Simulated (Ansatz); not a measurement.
Al$_{5}$Ga$_{12}$N$_{16}$ (cell with a defect)

Input

```
crystal:
  lattice:
    - [-4.467627905, 4.467627905, 4.467627905]
    - [4.467627905, -4.467627905, 4.467627905]
    - [4.467627905, 4.467627905, -4.467627905]
  atoms:
    - { symbol: Al, position: [0.5, 0.0, 0.5] }
    - { symbol: Al, position: [0.0, 0.5, 0.5] }
    - { symbol: Al, position: [0.0, 0.0, 0.0] }
    - { symbol: Al, position: [0.5009844975, 0.4953414661, -0.0084684715], spin: 0.091 }
    - { symbol: Ga, position: [0.7676958754, 0.7560378328, 0.5164782649], spin: 0.091 }
    - { symbol: Ga, position: [0.25, 0.25, 0.5] }
    - { symbol: Ga, position: [0.25, 0.75, 0.0] }
    - { symbol: Ga, position: [0.75, 0.25, 0.0] }
    - { symbol: Ga, position: [0.2542686702, 0.5011782882, 0.2492768981], spin: 0.091 }
    - { symbol: Ga, position: [0.75, 0.0, 0.25] }
    - { symbol: Ga, position: [0.75, 0.5, 0.75] }
    - { symbol: Ga, position: [0.25, 0.0, 0.75] }
    - { symbol: Ga, position: [0.5, 0.75, 0.75] }
    - { symbol: Ga, position: [0.0, 0.25, 0.75] }
    - { symbol: Ga, position: [0.0, 0.75, 0.25] }
    - { symbol: Ga, position: [0.5045347262, 0.2532591782, 0.2596838868], spin: 0.091 }
    - { symbol: "N", position: [0.5, 0.5, 0.7550309215] }
    - { symbol: "N", position: [0.0, 0.0, 0.7550309215] }
    - { symbol: "N", position: [0.0, 0.5, 0.2550309215] }
    - { symbol: "N", position: [0.5, 0.0, 0.2550309215] }
    - { symbol: "N", position: [0.501501062, 0.7579986368, 0.5009885309], spin: 0.091 }
    - { symbol: "N", position: [0.0, 0.2550309215, 0.5] }
    - { symbol: "N", position: [0.0, 0.7550309215, 0.0] }
    - { symbol: "N", position: [0.5064822551, 0.2571450008, 0.0072815613], spin: 0.091 }
    - { symbol: "N", position: [0.7305642881, 0.4715371697, 0.4862509077], spin: 0.091 }
    - { symbol: "N", position: [0.2550309215, 0.0, 0.5] }
    - { symbol: "N", position: [0.249484565, 0.5061314807, 0.0071537644], spin: 0.091 }
    - { symbol: "N", position: [0.7550309215, 0.0, 0.0] }
    - { symbol: "N", position: [0.2360328642, 0.2443049695, 0.2382548722], spin: 0.091 }
    - { symbol: "N", position: [0.7370872744, 0.7370420818, 0.2413611923], spin: 0.091 }
    - { symbol: "N", position: [0.7449690785, 0.2449690785, 0.7449690785] }
    - { symbol: "N", position: [0.2449690785, 0.7449690785, 0.7449690785] }
    - { symbol: Al, position: [0.4872540922, 0.5056773973, 0.24746578], spin: 0.091 }
  host:
    lattice:
      - [4.467627905, 0.0, 0.0]
      - [0.0, 4.467627905, 0.0]
      - [0.0, 0.0, 4.467627905]
    atoms:
      - { symbol: Al, position: [0.0, 0.0, 0.0] }
      - { symbol: Ga, position: [0.5, 0.5, 0.0] }
      - { symbol: Ga, position: [0.5, 0.0, 0.5] }
      - { symbol: Ga, position: [0.0, 0.5, 0.5] }
      - { symbol: "N", position: [0.7550309215, 0.7550309215, 0.2449690785] }
      - { symbol: "N", position: [0.7550309215, 0.2449690785, 0.7550309215] }
      - { symbol: "N", position: [0.2449690785, 0.7550309215, 0.7550309215] }
      - { symbol: "N", position: [0.2449690785, 0.2449690785, 0.2449690785] }
basis:
  ecutwfc: 420
  xc_grid: 2
kpoints:
  mp_grid: { grid: [2, 2, 2], shift: [0.5, 0.5, 0.5] }
hamiltonian:
  xc: pbesol
scf:
  occupations: { method: gaussian, width: 0.01 }
output:
  forces: true
  stress: false
  eigenvalues: true
  populations: true
  charged_corrections:
    defect_position: [0.5, 0.5, 0.25]
    epsilon: [[9.9239, 0.0, 0.0], [0.0, 9.9239, 0.0], [0.0, 0.0, 9.9239]]
  write_density: true
  write_potential: true
  elf: true
  volumetric_format: npy
magnetization:
  spin_polarized: true
relax:
  adjacent_minimum: "off"
  f_tol: 0.025
  max_steps: 45
```

Command:

```sh
ansatz run input.yaml --threads 4 --pin off --max-ram 10240MiB --backend cpu --events-out ev --progress --plain --runs-dir out
```

The fields are those of the run's last geometry, not of the input's.

The program warned that a starting moment wasn't kept; spin-polarised, but the moments vanished.

Computed with Ansatz 0.2.0, DFT PBEsol, scalar-relativistic, plane waves, PAW.

The density is the valence pseudo-density of a PAW calculation; it isn't the true density close to the nuclei.

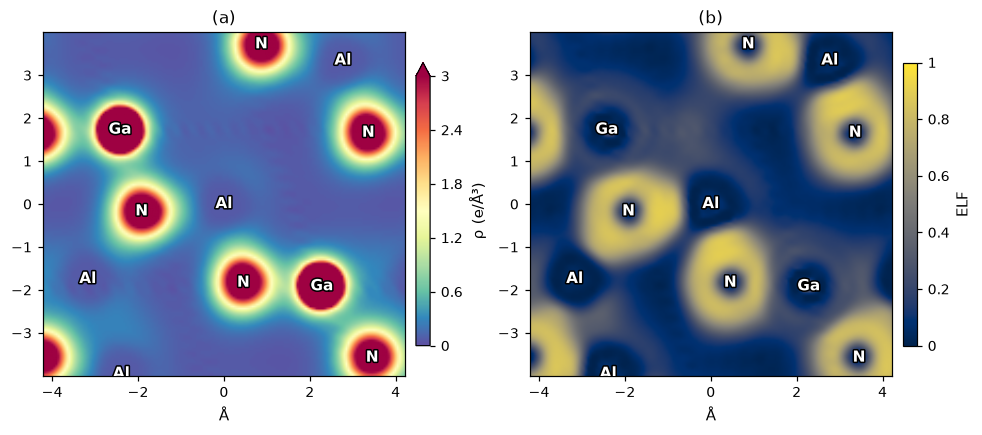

Figure 1. (a) valence pseudo-density; (b) ELF on the (010) plane of the calculation cell.

### Describe what can be read from this map.

The section cuts through Al, Ga and N sites. Al–N (1.78 Å): the density is about 0.84 e/Å³ at the midpoint; the ELF peaks at about 0.90 between the atoms. Ga–N (1.82 Å): ρ is about 1 e/Å³ halfway; the ELF peaks at about 0.80 in the valence shell of N, 0.6 Å from its nucleus, and is about 0.55 at the midpoint. Al–Al (2.34 Å): ρ at the midpoint is about 0.27 e/Å³; the ELF is about 0.35 at the midpoint. Al–N (1.89 Å): ρ at the midpoint is about 0.68 e/Å³; the ELF peaks at about 0.90 in the valence shell of N, 0.7 Å from its nucleus, and is about 0.90 at the midpoint. Al–N (1.93 Å): ρ at the midpoint is about 0.62 e/Å³; the ELF peaks at about 0.85 in the valence shell of N, 0.7 Å from its nucleus, and is about 0.85 at the midpoint. Between the atoms the lowest density in this plane is 0.02 e/Å³.

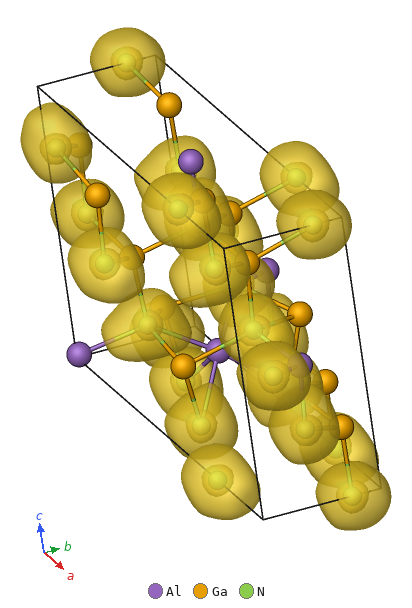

Figure 2. Isosurface of the ELF at 0.65 (yellow), seen slightly off an axis. Core shells and regions of very low density are left out. Sticks mark near contacts.

### Identify the bonds, lone pairs and shells in this picture.

The surface consists of 16 regions on N in which the atom's valence shell and bonds are merged, counted in one cell of 33 atoms. Regions shared between cells count once.
